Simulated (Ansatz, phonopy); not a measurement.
# How KCl (Sylvite, Fm-3m) expands on warming, part 3 of 4

Aim: the lattice, expansion, heat capacity and bulk modulus of KCl (Sylvite) as it warms.

What experiment has found for this phase:
- volume expansion coefficient 111.3 1e-6/K and heat capacity C_P per formula unit 51.7 J/mol/K near room temperature (given in “High-Throughput Prediction of Finite-Temperature Properties using the Quasi-Harmonic Approximation”, 2016, arXiv:1603.06924)
- volume expansion coefficient 114.9 1e-6/K near room temperature (given in “Descriptors for thermal expansion in solids”, 2017, arXiv:1701.03966)

Ansatz 0.2.0; DFT LDA, scalar-relativistic, plane waves, PAW (the session's first sound run).

So far, isothermal bulk modulus at 298 K (GPa): step 6 (the quasi-harmonic study, functional LDA, q-mesh 2×2×2) 20.2. Also principal linear expansion coefficients at 298 K (× 1e-6/K): step 6 36.3.

### 7. Quasi-harmonic fit by phonopy

This step: DFT LDA, scalar-relativistic, plane waves, PAW (phonopy 4.10.0).

Numbers from this step:

* volume expansion coefficient at 300 K: 109.0 1e-6/K
* isothermal bulk modulus at 300 K: 20.14 GPa
* C_P at 300 K: 25.55 J/mol-atom/K
* Grüneisen parameter at 300 K: 1.581

The energy (each curve on its own zero) by volume; values in meV/atom:

| volume (Å³/atom) | static | F at 0 K | F at 300 K | F at 800 K |
| --- | --- | --- | --- | --- |
| 28.05 | 0 | 2.11 | 6.98 | 18.1 |
| 28.47 | 0.49 | 1.99 | 5.62 | 13.8 |
| 28.73 | 1.21 | 2.36 | 5.23 | 11.7 |
| 29.42 | 4.67 | 4.87 | 5.61 | 7.15 |
| 30.13 | 10.2 | 9.49 | 7.95 | 4.36 |
| 30.86 | 17.7 | 16.1 | 12.1 | 3.09 |
| 31.61 | 27.0 | 24.4 | 17.8 | 3.14 |

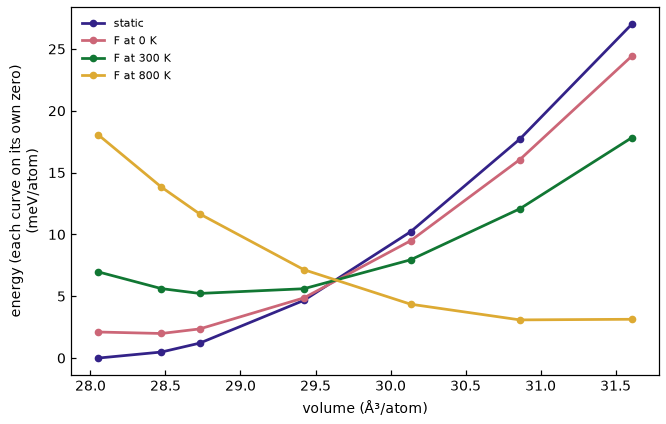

Energy (each curve on its own zero) against volume.

Phonopy-qha, vinet fit of F(V) at each temperature. Qha vinet, by row:

| T (K) | fitted volume (Å³/atom) | alpha_V (1e-6/K) | B_T (GPa) | C_P (J/mol-atom/K) | Grueneisen |
| --- | --- | --- | --- | --- | --- |
| 100 | 28.4 | 66.53 | 22.82 | 19.09 | 1.365 |
| 150 | 28.51 | 85.97 | 22.21 | 22.64 | 1.487 |
| 200 | 28.64 | 95.95 | 21.55 | 24.12 | 1.533 |
| 250 | 28.79 | 103 | 20.86 | 24.95 | 1.56 |
| 300 | 28.94 | 109 | 20.14 | 25.55 | 1.581 |
| 350 | 29.1 | 115 | 19.4 | 26.05 | 1.602 |
| 400 | 29.28 | 121.2 | 18.63 | 26.53 | 1.623 |
| 450 | 29.46 | 128 | 17.83 | 27.01 | 1.644 |
| 500 | 29.65 | 135.6 | 17.01 | 27.52 | 1.668 |
| 550 | 29.86 | 144.2 | 16.15 | 28.09 | 1.693 |
| 600 | 30.08 | 154.2 | 15.26 | 28.74 | 1.721 |
| 650 | 30.32 | 166 | 14.33 | 29.5 | 1.751 |
| 700 | 30.59 | 179.9 | 13.37 | 30.41 | 1.785 |
| 750 | 30.88 | 196.9 | 12.37 | 31.52 | 1.823 |

Table of volume expansion coefficient by temperature; values in 1e-6/K:

| temperature (K) | phonopy-qha, Vinet | Ansatz's own study |
| --- | --- | --- |
| 100 | 66.5 | 70.3 |
| 150 | 86.0 | 87.2 |
| 200 | 96.0 | 96.4 |
| 250 | 103 | 103 |
| 300 | 109 | 109 |
| 350 | 115 | 115 |
| 400 | 121 | 121 |
| 450 | 128 | 128 |
| 500 | 136 | 135 |
| 550 | 144 | 143 |
| 600 | 154 | 153 |
| 650 | 166 | 165 |
| 700 | 180 | 179 |
| 750 | 197 | 198 |

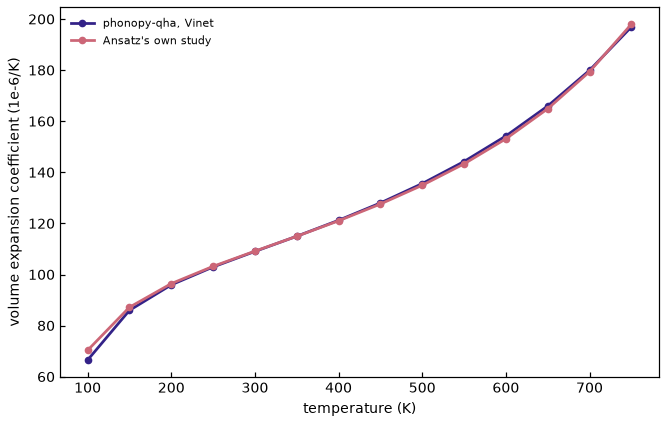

Volume expansion coefficient, plotted against temperature.

The fit gives a volume expansion of 109 × 10⁻⁶/K at 300 K, against 109 at 298 K from the study itself, whose static fit uses more cells.

### 8. Phonons on strained cells, q-mesh 4×4×4

Thermal expansion follows from how the free energy of the vibrations (and of the electrons in a metal) changes with strain, so the program makes strained cells, their phonons and a fit in one run.

This step: DFT LDA, scalar-relativistic, plane waves, PAW (Ansatz 0.2.0).

Contents of input.yaml:

```yaml
crystal:
  lattice:
    - [0.0, 3.0385007308, 3.0385007308]
    - [3.0385007308, 0.0, 3.0385007308]
    - [3.0385007308, 3.0385007308, 0.0]
  atoms:
    - { symbol: K, position: [0.0, 0.0, 0.0] }
    - { symbol: Cl, position: [0.5, 0.5, 0.5] }
kpoints:
  mp_grid: { grid: [8, 8, 8] }
hamiltonian:
  xc: lda
scf:
  occupations: { method: fixed }
output:
  eigenvalues: true
phonons:
  method: dfpt
  qmesh: [4, 4, 4]
  temperatures: { t_max: 800.0, t_step: 50 }
  thermal_expansion: {}
```

Run with:

```console
> ansatz run input.yaml --threads 4 --pin off --max-ram 16384MiB --backend cpu --events-out ev --progress --plain --runs-dir out
```

Numbers of over 12 decimals in the logs are rounded to 6 here.

Output:

```text
[...]
Crystal: 2 atoms, lattice volume = 56.106 Å³
Basis set: ecut = 487.2 eV, 1363 PW (Γ), exchange–correlation on 64×64×64 points (8 copies of the dense FFT grid, shifted against one another)
Bands: 12, of which v1, the nominal top of the filled ones, is band 8 counted from 1 (7 counted from 0)
Symmetry: 48 space group operations
[...]
k-points: 29 of 512
[...]
SCF iter   1: F=—  HF=-2544.300690 eV  |F-HF|=—  |Δ(HF+E_count)|=         —  Δρ=6.68e-3  dr2=2.43e-2  ethr=1.77e-3  ⟨swp⟩=4.9  Hψ=1889  notcnv=0  defer=55
[...]
SCF iter   7: F=-2544.292119 eV  HF=-2544.292119 eV  |F-HF|=9.09e-13  |Δ(HF+E_count)|=  1.30e-10  Δρ=1.33e-7  dr2=3.93e-12  ethr=1.00e-12  ⟨swp⟩=6.7  Hψ=1874  notcnv=0
SCF 1 converged in 7 iterations: F = -2544.292119 eV  dr2 = 3.93e-12
[...]
relax step   1: F+E_penalty+E_count = -2544.29211882 eV  Δ(F+E_penalty+E_count) = +0.000e0 eV  max|allowed force component| = 3.386e-30 eV/Å  Δτ_max = 0.0000 Å  (7 SCF iters, accepted)
SCF converged after 7 iterations
Free energy (F): -2544.292119 eV
[...]
Internal energy: -2544.292119 eV  (E = F + TS)
E sigma→0 (E₀):  -2544.292119 eV
Fermi energy:    1.340245 eV
[...]
--- Stress (GPa, compression-positive) ---
       -0.009386       0.000000      -0.000000
        0.000000      -0.009386       0.000000
        0.000000       0.000000      -0.009386
  P = ⅓ Tr σ = -0.0094 GPa (-0.094 kbar)
--- Band table (eV; the first three rows and the last of 29) ---
  k-point 0: bands = [... 4 lower, -8.9728, 1.3402, 1.3402, 1.3402, 6.4507, 9.4389, 9.4389, 9.4389]
  k-point 1: bands = [... 4 lower, -8.9219, 1.0927, 1.2697, 1.2697, 6.8791, 9.3158, 9.6581, 9.6581]
  k-point 2: bands = [... 4 lower, -8.8056, 0.5883, 1.1076, 1.1076, 7.8266, 9.2751, 10.2810, 10.2810]
  k-point 28: bands = [... 4 lower, -8.8526, 0.7086, 0.7827, 0.7827, 9.1541, 9.1541, 10.9023, 11.3846]
── thermal expansion: 3 new cells, 3 in all ──
thermal expansion: relaxation of cell 2
thermal expansion: relaxation of cell 3
── thermal expansion: 2 new cells, 5 in all ──
thermal expansion: relaxation of cell 4
thermal expansion: lower-state search of cell 4
thermal expansion: phonons of cell 4
thermal expansion: relaxation of cell 5
thermal expansion: phonons of cell 5
── thermal expansion: 8 new cells, 13 in all ──
thermal expansion: relaxation of cell 6
thermal expansion: relaxation of cell 7
thermal expansion: relaxation of cell 8
thermal expansion: relaxation of cell 9
thermal expansion: relaxation of cell 10
thermal expansion: relaxation of cell 11
thermal expansion: relaxation of cell 12
thermal expansion: relaxation of cell 13
thermal expansion: phonons of cell 6
thermal expansion: phonons of cell 7
thermal expansion: phonons of cell 8
thermal expansion: phonons of cell 9
thermal expansion: phonons of cell 10
--- Relaxed structure (1 steps of the walk, 1 accepted, 0 SCFs on fresh bases) ---
  F+E_penalty+E_count = -2544.29211882 eV   max|allowed force component| = 3.386e-30 eV/Å
  atoms:
    - { symbol: K, position: [0.0, 0.0, 0.0] }
    - { symbol: Cl, position: [0.5, 0.5, 0.5] }
--- Thermal expansion: 13 cells in 3 rounds, 0 GPa ---
  no lower state was reached at cell 4
  without vibrations: a 4.29654, b 4.29654, c 4.29654 Å, V 56.0843 Å³, B 24.26 GPa
  at 0 K: a 4.31029, b 4.31029, c 4.31029 Å, V 56.6244 Å³, B 23.47 GPa
  zero-point expansion: a +0.320, b +0.320, c +0.320, V +0.963 %
[...]
0.00    4.31029    4.31029    4.31029    56.6244 |    0.00    0.00    0.00    0.00 |   71.87 |     0.000     0.000 |    23.47    23.47
   100.00    4.31465    4.31465    4.31465    56.7964 |   23.31   23.31   23.31   69.94 |   93.14 |    38.435    38.053 |    22.83    23.05
   200.00    4.32697    4.32697    4.32697    57.2846 |   32.02   32.02   32.02   96.06 |  102.09 |    47.908    46.538 |    21.52    22.16
   298.15    4.34152    4.34152    4.34152    57.8644 |   36.20   36.20   36.20  108.61 |       - |    50.859    48.390 |    20.15    21.18
   350.00    4.34991    4.34991    4.34991    58.2003 |   38.23   38.23   38.23  114.68 |  111.96 |    51.944    48.816 |    19.39    20.63
   450.00    4.36747    4.36747    4.36747    58.9081 |   42.48   42.48   42.48  127.43 |  118.78 |    53.889    49.262 |    17.85    19.53
   550.00    4.38717    4.38717    4.38717    59.7089 |   47.78   47.78   47.78  143.34 |  126.57 |    56.060    49.487 |    16.18    18.32
   650.00    4.40970    4.40970    4.40970    60.6332 |   55.08   55.08   55.08  165.25 |  136.00 |    58.893    49.616 |    14.31    16.99
   750.00    4.43635    4.43635    4.43635    61.7393 |   66.38   66.38   66.38  199.15 |  148.20 |    63.149    49.696 |    12.16    15.46
   800.00    4.45200    4.45200    4.45200    62.3952 |   75.00   75.00   75.00  225.01 |  156.02 |    66.355    49.726 |    10.93    14.58
[...]
vibrations' free energy: its fit leaves 0.0002 meV an atom at the most
  the electrons' free energy at temperature is not in it: every band gap is over 0.83 eV
  free energies summed between the sampled wave vectors
[...]
the FFT grids of the static calculations differ: 32 × 32 × 32, 36 × 36 × 36
  band gaps on the cells' k-points are 4.623 to 5.226 eV
```

Wall time 11 min (4 threads of Arm Neoverse V2, shared host); peak memory 1.2 GiB; 41 min of CPU time.

This step gave:

```yaml
volume_expansion_coefficient_at_298_k: 108.6 1e-6/K
c_p_at_298_k: 25.43 J/mol-atom/K
entropy_at_298_k: 40.38 J/mol-atom/K
isothermal_bulk_modulus_at_298_k: 20.15 GPa
grueneisen_parameter_at_298_k: 1.576
volume_at_298_k: 28.93 Å³/atom
principal_linear_expansion_coefficients_at_298_k: 36.2, 36.2, 36.2 1e-6/K
```

Strained cells of the study; zero-point energy where phonons were solved; the pressures are stresses at a fixed cutoff and can carry an offset from the finite basis. Expansion cells, by row:

| cell | \|a\| (Å) | \|b\| (Å) | \|c\| (Å) | V (Å³/atom) | E - E_lowest (meV/atom) | pressure, compression positive (GPa) | gap (eV) | zero-point energy (meV/atom) |
| --- | --- | --- | --- | --- | --- | --- | --- | --- |
| 1 | 4.297 | 4.297 | 4.297 | 28.05 | 0 | -0.012 | 5.11 | - |
| 2 | 4.331 | 4.331 | 4.331 | 28.73 | 1.223 | -0.557 | 5.022 | - |
| 3 | 4.263 | 4.263 | 4.263 | 27.39 | 1.202 | 0.602 | 5.202 | - |
| 4 | 4.297 | 4.297 | 4.297 | 28.05 | 0 | -0.01 | 5.111 | 23.59 |
| 5 | 4.318 | 4.318 | 4.318 | 28.47 | 0.486 | -0.359 | 5.055 | 22.99 |
| 6 | 4.331 | 4.331 | 4.331 | 28.72 | 1.196 | -0.552 | 5.023 | 22.64 |
| 7 | 4.365 | 4.365 | 4.365 | 29.41 | 4.616 | -1.031 | 4.938 | 21.7 |
| 8 | 4.4 | 4.4 | 4.4 | 30.12 | 10.1 | -1.453 | 4.855 | 20.77 |
| 9 | 4.435 | 4.435 | 4.435 | 30.84 | 17.51 | -1.823 | 4.776 | 19.86 |
| 10 | 4.47 | 4.47 | 4.47 | 31.58 | 26.69 | -2.145 | 4.698 | 18.95 |
| 11 | 4.254 | 4.254 | 4.254 | 27.22 | 1.922 | 0.771 | 5.226 | - |
| 12 | 4.276 | 4.276 | 4.276 | 27.63 | 0.464 | 0.366 | 5.168 | - |
| 13 | 4.506 | 4.506 | 4.506 | 32.35 | 37.6 | -2.426 | 4.623 | - |

Quasi-harmonic; a, b, c are the run's own cell vectors. Expansion, by row:

| T (K) | a (Å) | b (Å) | c (Å) | alpha (deg) | beta (deg) | gamma (deg) | cell volume (Å³/cell) | alpha_a (1e-6/K) | alpha_b (1e-6/K) | alpha_c (1e-6/K) | alpha_V (1e-6/K) | C_P (J/mol-atom/K) | C_V (J/mol-atom/K) | S (J/mol-atom/K) | B_T (GPa) | B_S (GPa) | Grueneisen | extrapolation | fit error (1e-6/K) |
| --- | --- | --- | --- | --- | --- | --- | --- | --- | --- | --- | --- | --- | --- | --- | --- | --- | --- | --- | --- |
| 0 | 4.31 | 4.31 | 4.31 | 60 | 60 | 60 | 56.62 | 0 | 0 | 0 | 0 | 0 | 0 | 0 | 23.47 | 23.47 | - | 0 | 0 |
| 50 | 4.311 | 4.311 | 4.311 | 60 | 60 | 60 | 56.65 | 9.8 | 9.8 | 9.8 | 29.41 | 10.12 | 10.1 | 4.965 | 23.35 | 23.39 | 1.16 | 0 | 0 |
| 100 | 4.315 | 4.315 | 4.315 | 60 | 60 | 60 | 56.8 | 23.31 | 23.31 | 23.31 | 69.94 | 19.22 | 19.03 | 15.31 | 22.83 | 23.05 | 1.435 | 0 | 0.01 |
| 150 | 4.32 | 4.32 | 4.32 | 60 | 60 | 60 | 57.02 | 28.93 | 28.93 | 28.93 | 86.79 | 22.47 | 22.04 | 23.82 | 22.19 | 22.63 | 1.5 | 0 | 0.01 |
| 200 | 4.327 | 4.327 | 4.327 | 60 | 60 | 60 | 57.28 | 32.02 | 32.02 | 32.02 | 96.06 | 23.95 | 23.27 | 30.51 | 21.52 | 22.16 | 1.533 | 0 | 0.02 |
| 250 | 4.334 | 4.334 | 4.334 | 60 | 60 | 60 | 57.57 | 34.28 | 34.28 | 34.28 | 102.8 | 24.82 | 23.87 | 35.96 | 20.83 | 21.67 | 1.556 | 0 | 0.03 |
| 298.1 | 4.342 | 4.342 | 4.342 | 60 | 60 | 60 | 57.86 | 36.2 | 36.2 | 36.2 | 108.6 | 25.43 | 24.2 | 40.38 | 20.15 | 21.18 | 1.576 | 0 | 0.04 |
| 300 | 4.342 | 4.342 | 4.342 | 60 | 60 | 60 | 57.88 | 36.27 | 36.27 | 36.27 | 108.8 | 25.45 | 24.2 | 40.54 | 20.12 | 21.16 | 1.577 | 0 | 0.04 |
| 350 | 4.35 | 4.35 | 4.35 | 60 | 60 | 60 | 58.2 | 38.23 | 38.23 | 38.23 | 114.7 | 25.97 | 24.41 | 44.5 | 19.39 | 20.63 | 1.597 | 0 | 0.05 |
| 400 | 4.358 | 4.358 | 4.358 | 60 | 60 | 60 | 58.54 | 40.26 | 40.26 | 40.26 | 120.8 | 26.46 | 24.54 | 48 | 18.63 | 20.09 | 1.617 | 0 | 0.06 |
| 450 | 4.367 | 4.367 | 4.367 | 60 | 60 | 60 | 58.91 | 42.48 | 42.48 | 42.48 | 127.4 | 26.95 | 24.63 | 51.15 | 17.85 | 19.53 | 1.638 | 0 | 0.08 |
| 500 | 4.377 | 4.377 | 4.377 | 60 | 60 | 60 | 59.3 | 44.95 | 44.95 | 44.95 | 134.8 | 27.46 | 24.7 | 54.01 | 17.03 | 18.94 | 1.66 | 0 | 0.08 |
| 550 | 4.387 | 4.387 | 4.387 | 60 | 60 | 60 | 59.71 | 47.78 | 47.78 | 47.78 | 143.3 | 28.03 | 24.74 | 56.66 | 16.18 | 18.32 | 1.685 | 0 | 0.09 |
| 600 | 4.398 | 4.398 | 4.398 | 60 | 60 | 60 | 60.15 | 51.1 | 51.1 | 51.1 | 153.3 | 28.68 | 24.78 | 59.12 | 15.27 | 17.68 | 1.711 | 0 | 0.11 |
| 650 | 4.41 | 4.41 | 4.41 | 60 | 60 | 60 | 60.63 | 55.08 | 55.08 | 55.08 | 165.2 | 29.45 | 24.81 | 61.45 | 14.31 | 16.99 | 1.741 | 0 | 0.12 |
| 700 | 4.422 | 4.422 | 4.422 | 60 | 60 | 60 | 61.16 | 60.02 | 60.02 | 60.02 | 180.1 | 30.38 | 24.83 | 63.66 | 13.28 | 16.25 | 1.774 | 0 | 0.13 |
| 750 | 4.436 | 4.436 | 4.436 | 60 | 60 | 60 | 61.74 | 66.38 | 66.38 | 66.38 | 199.2 | 31.57 | 24.85 | 65.8 | 12.16 | 15.46 | 1.812 | 0 | 0.1 |
| 800 | 4.452 | 4.452 | 4.452 | 60 | 60 | 60 | 62.4 | 75 | 75 | 75 | 225 | 33.18 | 24.86 | 67.88 | 10.93 | 14.58 | 1.858 | 0 | 0.47 |

Expansion coefficient against temperature; values in 1e-6/K:

| temperature (K) | volume | principal 1 |
| --- | --- | --- |
| 0 | 0 | 0 |
| 50 | 29.4 | 9.8 |
| 100 | 69.9 | 23.3 |
| 150 | 86.8 | 28.9 |
| 200 | 96.1 | 32.0 |
| 250 | 103 | 34.3 |
| 298 | 109 | 36.2 |
| 300 | 109 | 36.3 |
| 350 | 115 | 38.2 |
| 400 | 121 | 40.3 |
| 450 | 127 | 42.5 |
| 500 | 135 | 45.0 |
| 550 | 143 | 47.8 |
| 600 | 153 | 51.1 |
| 650 | 165 | 55.1 |
| 700 | 180 | 60.0 |
| 750 | 199 | 66.4 |
| 800 | 225 | 75 |

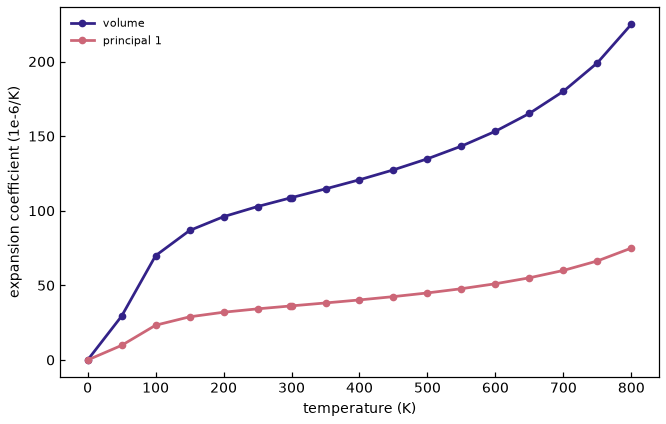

Expansion coefficient against temperature.

Changing the q-mesh (2×2×2 → 4×4×4) takes the volume expansion at 298 K from 109 to 109 × 10⁻⁶/K and B_T from 20.2 to 20.1 GPa.

### 9. Free-energy fit

This step: DFT LDA, scalar-relativistic, plane waves, PAW (phonopy 4.10.0).

Numbers from this step:

| Item | Value |
| --- | --- |
| volume expansion coefficient at 300 K | 108.7 1e-6/K |
| isothermal bulk modulus at 300 K | 20.12 GPa |
| C_P at 300 K | 25.54 J/mol-atom/K |
| Grüneisen parameter at 300 K | 1.575 |

Table of energy (each curve on its own zero) by volume; values in meV/atom:

| volume (Å³/atom) | static | F at 0 K | F at 300 K | F at 800 K |
| --- | --- | --- | --- | --- |
| 28.05 | 0 | 2.09 | 6.91 | 17.9 |
| 28.47 | 0.49 | 1.97 | 5.57 | 13.7 |
| 28.72 | 1.2 | 2.33 | 5.18 | 11.6 |
| 29.41 | 4.62 | 4.82 | 5.55 | 7.09 |
| 30.12 | 10.1 | 9.38 | 7.86 | 4.31 |
| 30.84 | 17.5 | 15.9 | 11.9 | 3.02 |
| 31.58 | 26.7 | 24.1 | 17.6 | 3.04 |

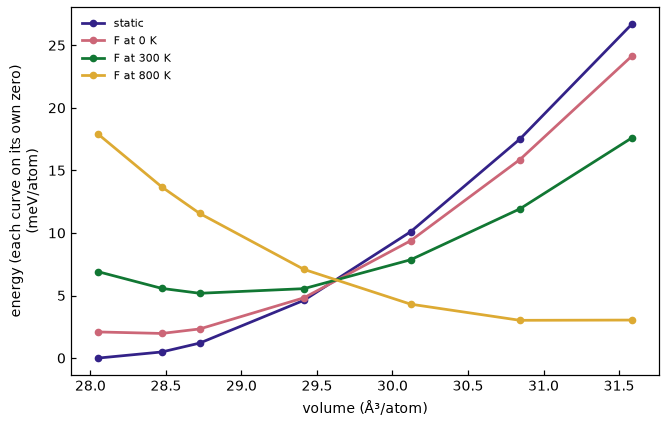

Energy (each curve on its own zero) against volume.

Phonopy-qha, vinet fit of F(V) at each temperature. Qha vinet, by row:

| T (K) | fitted volume (Å³/atom) | alpha_V (1e-6/K) | B_T (GPa) | C_P (J/mol-atom/K) | Grueneisen |
| --- | --- | --- | --- | --- | --- |
| 100 | 28.4 | 66.13 | 22.82 | 19.08 | 1.356 |
| 150 | 28.51 | 85.57 | 22.2 | 22.64 | 1.48 |
| 200 | 28.64 | 95.57 | 21.54 | 24.11 | 1.526 |
| 250 | 28.78 | 102.6 | 20.84 | 24.95 | 1.553 |
| 300 | 28.94 | 108.7 | 20.12 | 25.54 | 1.575 |
| 350 | 29.1 | 114.7 | 19.38 | 26.04 | 1.596 |
| 400 | 29.27 | 121 | 18.6 | 26.52 | 1.617 |
| 450 | 29.45 | 127.9 | 17.8 | 27 | 1.639 |
| 500 | 29.65 | 135.6 | 16.97 | 27.51 | 1.663 |
| 550 | 29.86 | 144.3 | 16.1 | 28.08 | 1.689 |
| 600 | 30.08 | 154.4 | 15.21 | 28.74 | 1.717 |
| 650 | 30.32 | 166.3 | 14.28 | 29.5 | 1.748 |
| 700 | 30.58 | 180.6 | 13.31 | 30.42 | 1.783 |
| 750 | 30.87 | 197.9 | 12.3 | 31.55 | 1.821 |

Table of volume expansion coefficient by temperature; values in 1e-6/K:

| temperature (K) | phonopy-qha, Vinet | Ansatz's own study |
| --- | --- | --- |
| 100 | 66.1 | 69.9 |
| 150 | 85.6 | 86.8 |
| 200 | 95.6 | 96.1 |
| 250 | 103 | 103 |
| 300 | 109 | 109 |
| 350 | 115 | 115 |
| 400 | 121 | 121 |
| 450 | 128 | 127 |
| 500 | 136 | 135 |
| 550 | 144 | 143 |
| 600 | 154 | 153 |
| 650 | 166 | 165 |
| 700 | 181 | 180 |
| 750 | 198 | 199 |

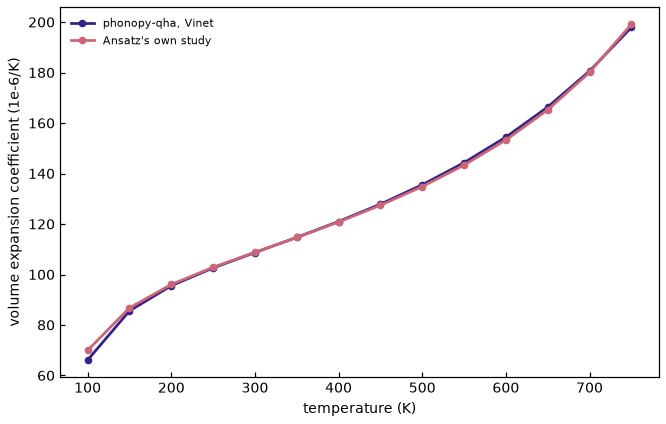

Volume expansion coefficient, plotted against temperature.

The fit gives a volume expansion of 109 × 10⁻⁶/K at 300 K, against 109 at 298 K from the study itself, whose static fit uses more cells.

(Continued in part 4 of 4.)

[Logs are printed without paths, hosts, clocks, repeated set-up lines and the standing remarks that a program may print on its own settings, such as how far it seeks lower states.]

[Hosts, paths, dates, database ids (printed as entryN), source tags and the programs' standing remarks are cut or masked in the printed files.]

[A step with changed settings may run another functional than the one named; its input shows which.]
